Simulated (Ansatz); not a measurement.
# Single-point calculation of ZrSe₂

- system: ZrSe₂ (slab, 6 atoms in the cell)
- method: DFT PBE+D3(BJ), scalar-relativistic, plane waves, PAW, no spin polarisation (Ansatz 0.2.0)

The structure derives from an entry of the Crystallography Open Database.

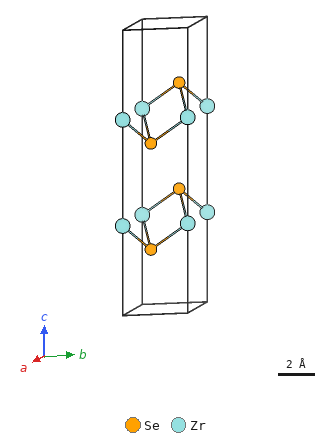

*The structure as given in the input (ball-and-stick view of the cell of the calculation, with the vacuum cut short, seen slightly off an axis).*

Near neighbours in the crystal (not all of them lie inside the picture): Se has 3 Zr at 2.68 Å; Zr has 6 Se at 2.68 Å.

## Input file
```yaml
crystal:
  lattice:
    - [3.7361353443, 0.0, 0.0]
    - [-1.8680676721, 3.2355881201, 0.0]
    - [0.0, 0.0, 44.4653039474]
  atoms:
    - { symbol: Se, position: [0.6666666667, 0.3333333333, 0.3961813914] }
    - { symbol: Zr, position: [0.0, 0.0, 0.4321222645] }
    - { symbol: Se, position: [0.3333333333, 0.6666666667, 0.4680631376] }
    - { symbol: Se, position: [0.6666666667, 0.3333333333, 0.5319368624] }
    - { symbol: Zr, position: [0.0, 0.0, 0.5678777355] }
    - { symbol: Se, position: [0.3333333333, 0.6666666667, 0.6038186086] }
  periodic: [true, true, false]
basis:
  ecutwfc: 420
kpoints:
  mp_grid: { grid: [6, 6, 1] }
hamiltonian:
  xc: pbe
  dispersion: d3bj
scf:
  occupations: { method: gaussian, width: 0.1 }
output:
  forces: true
  stress: true
  eigenvalues: true
```

Machine: 4 threads of Intel Xeon @ 2.70GHz, 189 GiB of memory available, shared host.

Launch command:
```bash
ansatz run input.yaml --threads 4 --pin off --max-ram 10240MiB --backend cpu --events-out ev --progress --plain --runs-dir out
```

## Output
```
Engine: ansatz 0.2.0, x86_64-unknown-linux-gnu
Pseudopotentials: kind: paw
Pseudopotential: Se, paw, valence charge 16, recommended cutoff 420 eV (normal), Se.paw.azcp
Pseudopotential: Zr, paw, valence charge 12, recommended cutoff 420 eV (normal), Zr.paw.azcp
Functional definition: PBE
  parameter kappa = 0.804
  parameter beta = 0.06672455060314922
  exchange = pbe_x(kappa = kappa, mu = beta*pi^2/3)
  correlation = pbe_c(beta = beta)
Crystal: 6 atoms, lattice volume = 537.523 Å³
Basis set: ecut = 420 eV, 10565 PW (Γ), exchange–correlation on 50×50×600 points (8 copies of the dense FFT grid, shifted against one another)
Bands: 53, of which v1, the nominal top of the filled ones, is band 44 counted from 1 (43 counted from 0)
Symmetry: 12 space group operations
Space group: P-3m1 (ITA 164), of the structure as read, at distance tolerance 8.1e-5 Å
k-points: 7 of 36
Non-local potential: Se, projectors of the file, l = 0: 2, l = 1: 2, l = 2: 3, l = 3: 1
Non-local potential: Zr, projectors of the file, l = 0: 3, l = 1: 2, l = 2: 2, l = 3: 2
PAW form: soft (Blöchl's): semilocal exchange-correlation on the pseudo side does not see the compensation charge
PAW one-centre angular grid: Se, 590 points (default); XC on 64 Gauss nodes
PAW one-centre angular grid: Zr, 590 points (default); XC on 64 Gauss nodes
Initial density: superposition of atomic densities (neutral atoms: chi_scale 0, normalization atom), corrected by the library's trained network
Initial wavefunctions: pseudopotential atomic-orbital guess
Functional: x = pbe(κ = 0.804, μ = 0.2195149727645171), c = pbe(β = 0.06672455060314922)
SCF iter   1: F=—  HF=-30254.030371 eV  |F-HF|=—  |Δ(HF+E_count)|=         —  Δρ=8.74e-4  dr2=3.12e-2  ethr=1.77e-3  ⟨swp⟩=11.3  Hψ=1748  notcnv=0
preconditioner: auto → LDOS  [insulator: Δε(μ)=0.245 eV  Ē_g=7.724 eV  σ=0.100 eV  W_gap=0.92  n_scr=70 (ndim 8)  ℏωp=9.1 eV  f_vac=0.715  D(μ)=0.34/eV (n_scr^D=4)  ε∞_Penn≈2.4  β→1.0]
SCF iter   2: F=—  HF=-30254.043078 eV  |F-HF|=—  |Δ(HF+E_count)|=   1.27e-2  Δρ=1.62e-3  dr2=1.50e-1  ethr=3.55e-5  ⟨swp⟩=3.1  Hψ=862  notcnv=0  defer=21
SCF iter   3: F=—  HF=-30254.027009 eV  |F-HF|=—  |Δ(HF+E_count)|=   1.61e-2  Δρ=1.72e-4  dr2=6.00e-4  ethr=3.55e-5  ⟨swp⟩=3.0  Hψ=574  notcnv=0  defer=21
SCF iter   4: F=—  HF=-30254.026907 eV  |F-HF|=—  |Δ(HF+E_count)|=   1.02e-4  Δρ=5.36e-5  dr2=7.68e-5  ethr=6.82e-7  ⟨swp⟩=3.6  Hψ=731  notcnv=0  defer=21
SCF iter   5: F=—  HF=-30254.026825 eV  |F-HF|=—  |Δ(HF+E_count)|=   8.14e-5  Δρ=2.65e-5  dr2=1.57e-5  ethr=8.73e-8  ⟨swp⟩=2.7  Hψ=585  notcnv=0  defer=4
SCF iter   6: F=—  HF=-30254.026824 eV  |F-HF|=—  |Δ(HF+E_count)|=   1.16e-6  Δρ=7.26e-6  dr2=3.86e-7  ethr=1.78e-8  ⟨swp⟩=3.1  Hψ=562  notcnv=0  defer=4
SCF iter   7: F=-30254.026824 eV  HF=-30254.026824 eV  |F-HF|=4.37e-8  |Δ(HF+E_count)|=   1.05e-7  Δρ=2.33e-6  dr2=3.14e-8  ethr=1.14e-10  ⟨swp⟩=16.7  Hψ=2149  notcnv=0
SCF 1 converged in 7 iterations: F = -30254.026824 eV  dr2 = 3.14e-8
  greatest PAW one-centre occupation: 1.000 electrons in one spin orbital (limit 2), on the Se atom at site 3 (counted from 0), in its partial waves of l = 2
```

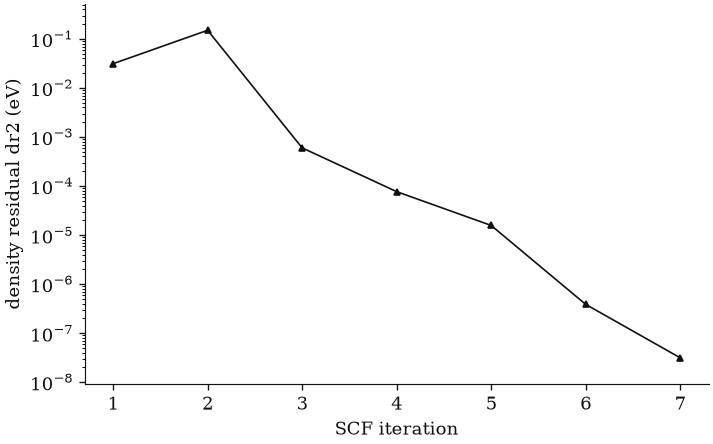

*Convergence of the self-consistent field: density residual dr2 against the SCF iteration.*

The residual comes down, with one marked jump up, by a factor of about 5, at step 2.

```
SCF converged after 7 iterations
Free energy (F): -30254.026824 eV
Harris-Foulkes:  -30254.026824 eV  (|F-HF|=4.37e-8)
Internal energy: -30254.024716 eV  (E = F + TS)
E sigma→0 (E₀):  -30254.025770 eV
Entropy (-TS):   -0.002108 eV (-0.351 meV/atom)
Fermi energy:    -5.351107 eV
--- Per-component energies (eV) ---
  E_band       = -3046.685531
  E_kinetic    = 1142.175920
  E_local      = -432257.169376  (includes V_loc(G=0)·N_el)
  E_nonlocal   = -2228.224179
  E_hartree    = 215177.559779
  E_xc         = -743.013430
  E_vxc        = -778.136247  (∫ρ·V_xc dr)
  E_paw        = -13550.488707  (= ΣΔE_a)
  E_vpaw       = 719.514157  (= ΣTr[D̂ρ^β])
  E_aug_tail   = -0.002319  (compensation charges beyond the density's cutoff)
  E_ewald      = 202207.164910
  E_disp       = -2.027314  (pairwise vdW)
  E_smearing   = -0.002108  (= −TS)
  E_closure    = -0.000000  (closes the sum)
  Σ components = -30254.026824   (vs F -30254.026824, Δ=0.00e0)
--- Forces (eV/Å), atoms counted from 1 ---
  atom   1  Se     0.00000000     0.00000000    -0.02168740
  atom   2  Zr    -0.00000000    -0.00000000     0.02134453
  atom   3  Se    -0.00000000    -0.00000000    -0.01192805
  atom   4  Se     0.00000000     0.00000000     0.01192805
  atom   5  Zr     0.00000000     0.00000000    -0.02134453
  atom   6  Se    -0.00000000    -0.00000000     0.02168740
  max |Σ_I F_I| component: 4.92e-18 eV/Å
--- 2D stress c σ (N/m, compression-positive) ---
        0.815100       0.000000       0.000000
        0.000000       0.815100       0.000000
        0.000000       0.000000       0.000000
  P = ½ c Tr σ = 0.8151 N/m
--- Band table (eV; the first three rows and the last of 7) ---
  k-point 0: bands = ["-54.9285", "-54.9285", "-52.4568", "-52.4568", "-52.4561", "-52.4561", "-52.4539", "-52.4538", "-52.4443", "-52.4443", "-52.4442", "-52.4442", "-52.3702", "-52.3702", "-52.3702", "-52.3702", "-52.3641", "-52.3641", "-52.3627", "-52.3627", "-52.3627", "-52.3627", "-32.9875", "-32.9872", "-32.8614", "-32.8614", "-32.8614", "-32.8614", "-18.7725", "-18.5229", "-17.8577", "-17.5851", "-10.1605", "-9.4252", "-8.0505", "-8.0505", "-8.0091", "-8.0091", "-7.2972", "-6.0897", "-5.5932", "-5.5932", "-5.4580", "-5.4580", "-4.4216", "-4.4216", "-4.4017", "-4.4017", "-4.0017", "-3.6957", "-1.1962", "-1.1962", "-0.9126"]
  k-point 1: bands = ["-54.9254", "-54.9254", "-52.4568", "-52.4565", "-52.4561", "-52.4559", "-52.4538", "-52.4537", "-52.4443", "-52.4441", "-52.4441", "-52.4440", "-52.3702", "-52.3702", "-52.3699", "-52.3699", "-52.3640", "-52.3640", "-52.3627", "-52.3627", "-52.3625", "-52.3625", "-32.9746", "-32.9744", "-32.9151", "-32.9150", "-32.8729", "-32.8729", "-18.5275", "-18.2835", "-17.8132", "-17.5860", "-9.8317", "-9.1766", "-8.7711", "-8.4346", "-7.9588", "-7.8854", "-7.2891", "-7.1370", "-6.5783", "-6.2908", "-6.1316", "-5.9720", "-4.5049", "-4.4811", "-3.6607", "-3.6356", "-3.5233", "-3.1320", "-1.8834", "-1.7216", "-1.3280"]
  k-point 2: bands = ["-54.9192", "-54.9192", "-52.4569", "-52.4561", "-52.4559", "-52.4555", "-52.4535", "-52.4535", "-52.4442", "-52.4440", "-52.4437", "-52.4436", "-52.3701", "-52.3701", "-52.3692", "-52.3692", "-52.3638", "-52.3638", "-52.3627", "-52.3627", "-52.3622", "-52.3622", "-33.0213", "-33.0213", "-32.9477", "-32.9475", "-32.8959", "-32.8959", "-18.0281", "-17.8270", "-17.6543", "-17.5325", "-9.6809", "-9.4445", "-9.2032", "-8.7724", "-8.5387", "-7.9860", "-7.9706", "-7.8549", "-7.1114", "-6.7049", "-6.5053", "-6.5012", "-5.0222", "-4.9194", "-3.0691", "-3.0063", "-2.9241", "-2.6436", "-1.3544", "-1.1354", "-0.7785"]
  k-point 6: bands = ["-54.9145", "-54.9145", "-52.4567", "-52.4567", "-52.4555", "-52.4547", "-52.4533", "-52.4533", "-52.4438", "-52.4438", "-52.4437", "-52.4436", "-52.3702", "-52.3702", "-52.3686", "-52.3686", "-52.3636", "-52.3636", "-52.3624", "-52.3624", "-52.3624", "-52.3624", "-33.0065", "-33.0065", "-33.0063", "-33.0063", "-32.9289", "-32.9288", "-17.5648", "-17.5648", "-17.4685", "-17.4685", "-9.3002", "-9.3002", "-9.2589", "-9.0551", "-9.0551", "-8.9398", "-7.8289", "-7.8180", "-7.8180", "-7.6420", "-7.6420", "-7.4060", "-3.5954", "-3.5668", "-3.2570", "-3.2570", "-2.9639", "-2.9639", "-1.2492", "-1.2492", "-0.7331"]
```

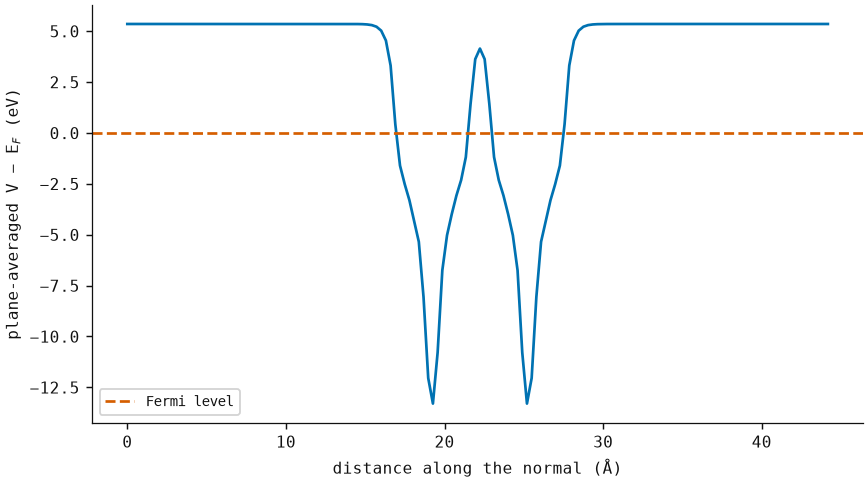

*Plane average of the electrostatic potential energy of an electron across the cell, from the Fermi level.*

The vacuum level lies 5.35 eV above the Fermi level.

## Results in brief

```json
{"quantity": "outcome", "value": "converged"}
{"quantity": "electrons treated", "value": "88"}
{"quantity": "free energy", "value": "−30254.0268 eV"}
{"quantity": "work function, top face", "value": "5.35 eV"}
{"quantity": "work function, bottom face", "value": "5.35 eV"}
{"quantity": "Fermi energy", "value": "−5.351 eV"}
{"quantity": "gap on the k-point mesh", "value": "0.23 eV"}
{"quantity": "work function (upper face)", "value": "5.35 eV"}
{"quantity": "largest force (length of the vector)", "value": "0.022 eV/Å"}
{"quantity": "wall time", "value": "5.7 s (CPU time 19 s)"}
{"quantity": "peak memory", "value": "1.1 GiB"}
```
